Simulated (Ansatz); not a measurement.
Ru (Fm-3m, No. 225): the input geometry of a calculation; the starting structure was generated, so it need not be a known form of this composition.

```cif
data_structure
_symmetry_space_group_name_H-M 'Fm-3m'
_symmetry_Int_Tables_number 225
_cell_length_a 3.8719
_cell_length_b 3.8719
_cell_length_c 3.8719
_cell_angle_alpha 90.000
_cell_angle_beta 90.000
_cell_angle_gamma 90.000
_cell_volume 58.05
loop_
_atom_site_label
_atom_site_type_symbol
_atom_site_symmetry_multiplicity
_atom_site_Wyckoff_symbol
_atom_site_fract_x
_atom_site_fract_y
_atom_site_fract_z
_atom_site_occupancy
Ru1 Ru 4 a 0.00000 0.00000 0.00000 1
```

What will a dark-field STEM-like image along [111] show? Simulated incoherent Z contrast: every atom adds Z^1.7 spread by a probe of 0.83 Å full width; channelling and multiple scattering are left out. The speckle of an amorphous layer was added.

Answer. The columns repeat on a hexagonal net with a repeat of 1.58 Å (plane group p6mm). All columns are alike (Ru). The shortest distance between visible columns is 1.58 Å in projection. Along the beam the structure repeats every 6.71 Å.

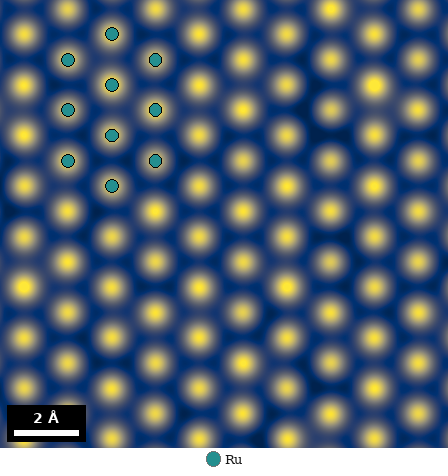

The simulated image, with the columns of the model marked in one corner.
